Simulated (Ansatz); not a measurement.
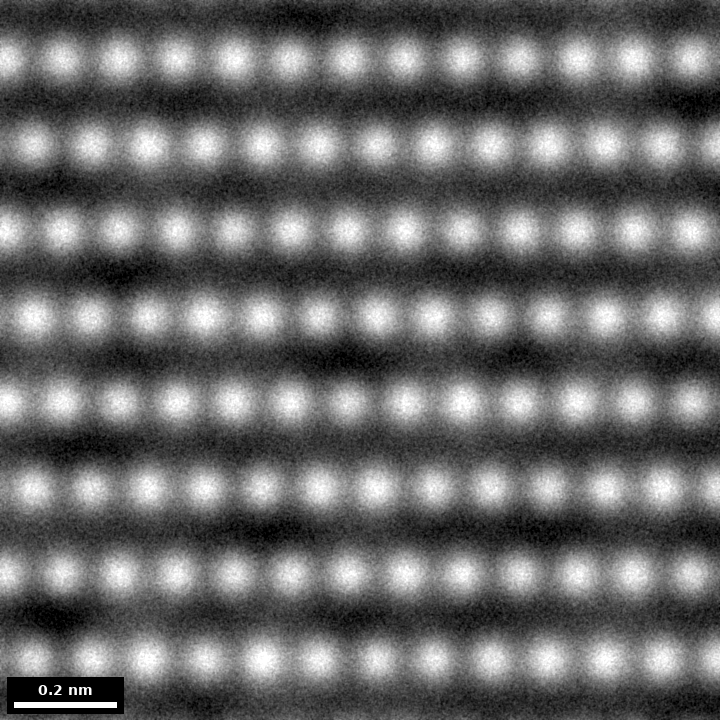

iDPC-like image of Co (Pm-3m, No. 221). Simulated as the projected potential of neutral atoms (B = 0.5 Å²) blurred by a 0.53 Å probe, the thin-sample limit of integrated differential phase contrast. The display is stretched by a gamma of 0.8; percentages refer to the linear signal. Shot noise and the speckle of an amorphous layer were added. Atomic positions: a calculation's starting geometry; the starting structure was generated, so it need not be a known form of this composition.

```yaml
crystal:
  lattice:
    - [2.35851, 0.00000, 0.00000]
    - [0.00000, 2.35851, 0.00000]
    - [0.00000, 0.00000, 2.35851]
  atoms:
    - { symbol: Co, position: [0.00000, 0.00000, 0.00000] }
```

Along which zone axis is the crystal seen: [210], [111], [211] or [221]? (Directions equivalent by symmetry count as one.)

[221]. The projected cells are 1.05 × 2.36 Å, 90° for [210]; 1.93 × 1.93 Å, 120° for [111]; 1.36 × 1.67 Å, 90° for [211]; 1.11 × 1.76 Å, 108° for [221], and the image repeats as the [221] one does.
